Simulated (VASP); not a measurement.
**Geometry relaxation of WSi$_{2}$ (part 1 of 2)**

The run: geometry relaxation of WSi$_{2}$ (I4/mmm, 3 atoms in the cell). Method and program: Kohn-Sham DFT of a periodic cell, PBE with D3(BJ), VASP PAW PBE potentials, recommended, no spin polarisation (VASP 6.6.1).

The structure derives from an entry of the Crystallography Open Database.

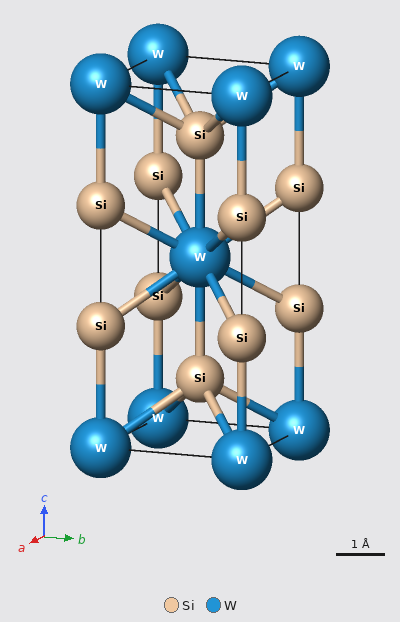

The input geometry (ball-and-stick view of the cell 2 times as large as that of the calculation, set on its symmetry axes, seen slightly off an axis).

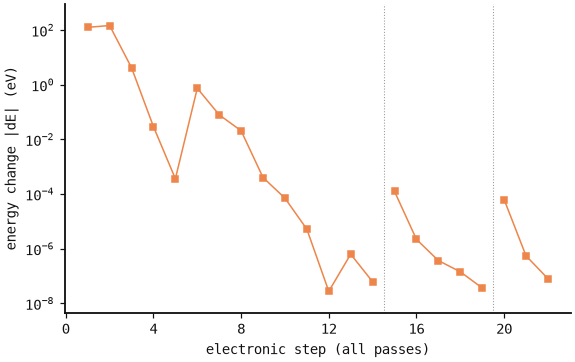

Convergence of the self-consistent field: energy change |dE| against the electronic step. Each stretch between dotted lines is the SCF of one geometry step of a relaxation. The 3 ionic steps take 3 to 14 electronic steps each. The density is held fixed in the first few steps, and dE rises again when its update begins.

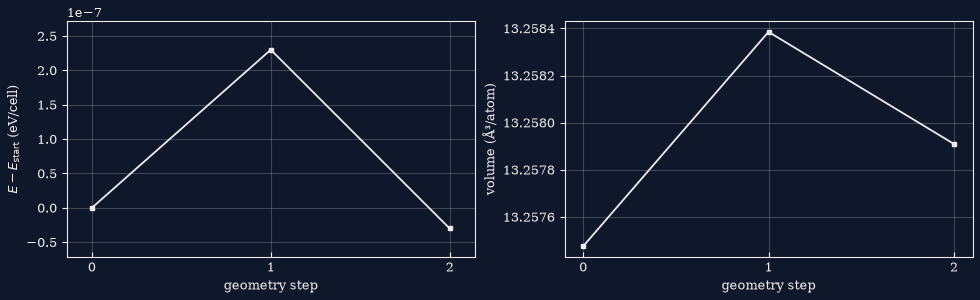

Progress of the relaxation, step by step (steps are counted from 0). The energy falls by next to nothing (0.0 meV per cell of the calculation) in 2 geometry steps. The largest force component goes from 0.00026 to 0.00019 eV/Å. The atoms keep their places (all moves are under 0.005 Å). The cell doesn't change. The space group stays I4/mmm (No. 139). (Atoms are counted from 1 in the order of the input.)

The input and output of the run follow.

## INCAR
```
SYSTEM = Si2W
PREC = Accurate
ENCUT = 520
EDIFF = 1E-7
ISMEAR = 0
SIGMA = 0.1
LREAL = .False.
LASPH = .True.
NELM = 80
ALGO = Normal
ISIF = 3
LWAVE = .False.
LCHARG = .False.
GGA = PE
IVDW = 12
IBRION = 2
NSW = 80
EDIFFG = -0.002
```

## KPOINTS
```
regular mesh
0
Gamma
  18 18 18
  0 0 0
```

## POSCAR
```
Si2W                                    
1.0
   -1.5969546939      1.5969546939      3.8988532539
    1.5969546939     -1.5969546939      3.8988532539
    1.5969546939      1.5969546939     -3.8988532539
  Si              W             
     2     1
Direct
     0.3341079246559002    0.3341079246559002    0.0000000000000000
     0.6658920753440998    0.6658920753440998    0.0000000000000000
     0.0000000000000000    0.0000000000000000    0.0000000000000000
```

Launched with:
```bash
cat potpaw_PBE.64/Si/POTCAR potpaw_PBE.64/W_sv/POTCAR > POTCAR
mpirun -np 1 vasp_std > vasp.out
```

## OSZICAR
```
N       E                     dE             d eps       ncg     rms          rms(c)
DAV:   1     0.126687231905E+03    0.12669E+03   -0.11253E+04 14400   0.148E+03
DAV:   2    -0.213829164212E+02   -0.14807E+03   -0.14611E+03 16409   0.361E+02
DAV:   3    -0.256053057595E+02   -0.42224E+01   -0.41550E+01 19265   0.520E+01
DAV:   4    -0.256348426348E+02   -0.29537E-01   -0.29517E-01 16388   0.514E+00
DAV:   5    -0.256352077174E+02   -0.36508E-03   -0.36507E-03 19496   0.572E-01    0.262E+01
DAV:   6    -0.248887485623E+02    0.74646E+00   -0.43303E+00 17333   0.157E+01    0.922E+00
DAV:   7    -0.248088788774E+02    0.79870E-01   -0.26299E-01 16178   0.312E+00    0.459E+00
DAV:   8    -0.247880829691E+02    0.20796E-01   -0.41051E-02 18859   0.182E+00    0.304E-01
DAV:   9    -0.247876778196E+02    0.40515E-03   -0.12238E-03 17018   0.287E-01    0.174E-01
DAV:  10    -0.247876067293E+02    0.71090E-04   -0.30212E-04 17844   0.176E-01    0.362E-02
DAV:  11    -0.247876015347E+02    0.51945E-05   -0.33951E-05 18061   0.485E-02    0.136E-02
DAV:  12    -0.247876015625E+02   -0.27771E-07   -0.14280E-06 17809   0.892E-03    0.335E-03
DAV:  13    -0.247876009290E+02    0.63355E-06   -0.25611E-07 15088   0.516E-03    0.481E-04
DAV:  14    -0.247876008669E+02    0.62032E-07   -0.14000E-08  8551   0.123E-03
   1 F= -.26534040E+02 E0= -.26533594E+02  d E =-.265340E+02
       N       E                     dE             d eps       ncg     rms          rms(c)
DAV:   1    -0.247877263373E+02   -0.12541E-03   -0.74185E-05 16801   0.914E-02    0.131E-02
DAV:   2    -0.247877241294E+02    0.22080E-05   -0.94249E-06 17141   0.253E-02    0.373E-03
DAV:   3    -0.247877237597E+02    0.36969E-06   -0.56086E-07 17385   0.549E-03    0.181E-03
DAV:   4    -0.247877236155E+02    0.14413E-06   -0.20302E-07 10400   0.382E-03    0.678E-04
DAV:   5    -0.247877235787E+02    0.36790E-07   -0.23080E-08  7795   0.145E-03
   2 F= -.26534039E+02 E0= -.26533593E+02  d E =0.227644E-06
       N       E                     dE             d eps       ncg     rms          rms(c)
DAV:   1    -0.247876602120E+02    0.63404E-04   -0.20400E-05 16738   0.479E-02    0.705E-03
DAV:   2    -0.247876596610E+02    0.55100E-06   -0.26247E-06 16967   0.133E-02    0.197E-03
DAV:   3    -0.247876595805E+02    0.80495E-07   -0.14710E-07  9783   0.288E-03
   3 F= -.26534040E+02 E0= -.26533593E+02  d E =-.273162E-07
```

## Parts of OUTCAR
```
SYSTEM = Si2W
   PREC = Accurate
   ENCUT = 520
   EDIFF = 1E-7
   ISMEAR = 0
   LREAL = .False.
   LASPH = .True.
   NELM = 80
   ISIF = 3
   GGA = PE
   IVDW = 12
   IBRION = 2
   NSW = 80
   EDIFFG = -0.002
 IVDW          = 12
 VDW_S6        =  1.00000000  s6, scaling of the dipole-dipole dispersion
 VDW_S8        =  0.78750002  s8, scaling of the dipole-quadrupole dispersion
 VDW_A1        =  0.42890000  a1, scaling of the critical radii
 VDW_A2        =  4.44070005  a2, offset of the critical radii
 VDW_RADIUS    = 50.20216178  two-body interaction cutoff (in Angstroms)
 VDW_CNRADIUS  = 21.16708996  CN, coordination number cutoff (in Angstroms)

 ion  position               nearest neighbor table
   1  0.334  0.334  0.000-   2 2.59   3 2.60   3 2.60   3 2.60   3 2.60   3 2.61   2 2.61   2 2.61
                             2 2.61   2 2.61
   2  0.666  0.666  0.000-   1 2.59   3 2.60   3 2.60   3 2.60   3 2.60   3 2.61   1 2.61   1 2.61
                             1 2.61   1 2.61
   3  0.000  0.000  0.000-   2 2.60   2 2.60   1 2.60   1 2.60   2 2.60   2 2.60   1 2.60   1 2.60
                             1 2.61   2 2.61

  LATTYP: Found a body centered tetragonal cell.
 ALAT       =     3.1939093878
 C/A-ratio  =     2.4414300974

  Lattice vectors:

 A1 = (  -1.5969546939,   1.5969546939,   3.8988532539)
 A2 = (   1.5969546939,  -1.5969546939,   3.8988532539)
 A3 = (   1.5969546939,   1.5969546939,  -3.8988532539)

Analysis of symmetry for initial positions (statically):
=====================================================================
 Subroutine PRICEL returns:
 Original cell was already a primitive cell.

 Routine SETGRP: Setting up the symmetry group for a
 body centered tetragonal supercell.

 Subroutine GETGRP returns: Found 16 space group operations
 (whereof 16 operations were pure point group operations)
 out of a pool of 16 trial point group operations.

The static configuration has the point symmetry D_4h.

Analysis of symmetry for dynamics (positions and initial velocities):
=====================================================================
 Subroutine PRICEL returns:
 Original cell was already a primitive cell.

 Routine SETGRP: Setting up the symmetry group for a
 body centered tetragonal supercell.

 Subroutine GETGRP returns: Found 16 space group operations
 (whereof 16 operations were pure point group operations)
 out of a pool of 16 trial point group operations.

The dynamic configuration has the point symmetry D_4h.

 Subroutine INISYM returns: Found 16 space group operations
 (whereof 16 operations are pure point group operations),
 and found     1 'primitive' translations

----------------------------------------------------------------------------------------

                                     Primitive cell

  volume of cell :      39.7724

  direct lattice vectors                    reciprocal lattice vectors
    -1.596954694  1.596954694  3.898853254     0.000000000  0.313095921  0.128242836
     1.596954694 -1.596954694  3.898853254     0.313095921  0.000000000  0.128242836
     1.596954694  1.596954694 -3.898853254     0.313095921  0.313095921  0.000000000

  length of vectors
     4.505728053  4.505728053  4.505728053     0.338341958  0.338341958  0.442784497

  position of ions in fractional coordinates (direct lattice)
     0.334107925  0.334107925  0.000000000
     0.665892075  0.665892075  0.000000000
     0.000000000  0.000000000  0.000000000

  ion indices of the primitive-cell ions
   primitive index   ion index
                 1           1
                 2           2
                 3           3

----------------------------------------------------------------------------------------

 KPOINTS: regular mesh

Automatic generation of k-mesh.
 Grid dimensions read from file:
 generate k-points for:   18   18   18

 Generating k-lattice:

  Cartesian coordinates                     Fractional coordinates (reciprocal lattice)
     0.000000000  0.017394218  0.007124602     0.055555556  0.000000000 -0.000000000
     0.017394218  0.000000000  0.007124602     0.000000000  0.055555556 -0.000000000
     0.017394218  0.017394218  0.000000000     0.000000000  0.000000000  0.055555556

  Length of vectors
     0.018796775  0.018796775  0.024599139

  Shift w.r.t. Gamma in fractional coordinates (k-lattice)
     0.000000000  0.000000000  0.000000000

 Subroutine IBZKPT returns following result:
 ===========================================

 Found    480 irreducible k-points:

 Following reciprocal coordinates:
            Coordinates               Weight
  0.000000  0.000000  0.000000      1.000000
  0.055556  0.000000 -0.000000      8.000000
  0.111111  0.000000 -0.000000      8.000000
  0.166667  0.000000  0.000000      8.000000
  0.222222  0.000000 -0.000000      8.000000
  0.277778  0.000000 -0.000000      8.000000
  0.333333  0.000000 -0.000000      8.000000
  0.388889  0.000000  0.000000      8.000000
  0.444444  0.000000 -0.000000      8.000000
  0.500000  0.000000  0.000000      4.000000
  0.055556  0.055556 -0.000000      8.000000
  0.111111  0.055556  0.000000     16.000000
  0.166667  0.055556  0.000000     16.000000
  0.222222  0.055556 -0.000000     16.000000
  0.277778  0.055556 -0.000000     16.000000
  0.333333  0.055556 -0.000000     16.000000
  0.388889  0.055556 -0.000000     16.000000
  0.444444  0.055556  0.000000     16.000000
  0.500000  0.055556 -0.000000     16.000000
 -0.444444  0.055556 -0.000000     16.000000
 -0.388889  0.055556  0.000000     16.000000
 -0.333333  0.055556  0.000000     16.000000
 -0.277778  0.055556  0.000000     16.000000
 -0.222222  0.055556 -0.000000     16.000000
 [... further k-points ...]
   k-points           NKPTS =    480   k-points in BZ     NKDIM =    480   number of bands    NBANDS=     15
   number of dos      NEDOS =    301   number of ions     NIONS =      3
   total plane-waves  NPLWV =  46656
   dimension x,y,z NGX =    36 NGY =   36 NGZ =   36
   dimension x,y,z NGXF=    72 NGYF=   72 NGZF=   72
   ions per type =               2   1
   NGX,Y,Z   is equivalent  to a cutoff of  13.28, 13.28, 13.28 a.u.
   NGXF,Y,Z  is equivalent  to a cutoff of  26.57, 26.57, 26.57 a.u.
 SYSTEM =  Si2W
   PREC   = accura    normal or accurate (medium, high low for compatibility)
   ISTART =      0    job   : 0-new  1-cont  2-samecut
   ICHARG =      2    charge: 1-file 2-atom 10-const
   ISPIN  =      1    spin polarized calculation?
   LNONCOLLINEAR =      F non collinear calculations
   LSORBIT =      F    spin-orbit coupling
   LASPH  =      T    aspherical Exc in radial PAW
   ENCUT  =  520.0 eV  38.22 Ry    6.18 a.u.   8.38  8.38  8.38*2*pi/ulx,y,z
   NELM   =     80;   NELMIN=  2; NELMDL= -5     # of ELM steps
   EDIFF  = 0.1E-06   stopping-criterion for ELM
   LREAL  =      F    real-space projection
   EDIFFG = -.2E-02   stopping-criterion for IOM
   NSW    =     80    number of steps for IOM
   IBRION =      2    ionic relax: 0-MD 1-quasi-New 2-CG
   NFREE  =      1    steps in history (QN), initial steepest desc. (CG)
   ISIF   =      3    stress and relaxation
   ISYM   =      2    0-nonsym 1-usesym 2-fastsym
   POTIM  = 0.5000    time-step for ionic-motion
   TEBEG  =    0.0;   TEEND  =   0.0 temperature during run
   PSTRESS=    0.0 pullay stress
   NELECT =      22.0000    total number of electrons
   NUPDOWN=      -1.0000    fix difference up-down
   EMIN   =  10.00;   EMAX   =-10.00  energy-range for DOS
   EFERMI =   0.00;   METHOD = LEGACY
   ISMEAR =     0;   SIGMA  =   0.10  broadening in eV -4-tet -1-fermi 0-gaus
   EFERMI_NEDOS =   21; number of points for ismear=-14 and -15
   IALGO  =     38    algorithm
   IMIX   =      4    mixing-type and parameters
     AMIX     =   0.40;   BMIX     =  1.00
     AMIX_MAG =   1.60;   BMIX_MAG =  1.00
  volume/ion in A,a.u.               =      13.26        89.47
  Fermi-wavevector in a.u.,A,eV,Ry     =   1.343863  2.539533 24.571687  1.805968
  Thomas-Fermi vector in A             =   2.471903
   LORBIT       =      0    0 simple, 1 ext, 2 COOP (PROOUT), +10 PAW based schemes
   GGA     = PE    functional components
   LHFCALC =     F    Hartree Fock is set to
   AEXX    =    0.0000 exact exchange contribution
   IVDW    =    12    specifies the selected vdW correction
   LEPSILON=     F    determine dielectric tensor
   LRPA    =     F    only Hartree local field effects (RPA)
 conjugate gradient relaxation of ions
 non-spin polarized calculation
 Gauss-broadening in eV      SIGMA  =   0.10
  energy-cutoff  :      520.00
  volume of cell :       39.77
 maximum number of plane-waves:      1088
 NGX is ok and might be reduce to    36
   NGX = 17   NGY = 17   NGZ = 17

--------------------------------------- Ionic step        1  -------------------------------------------

 number of electron      21.9999999 magnetization
```
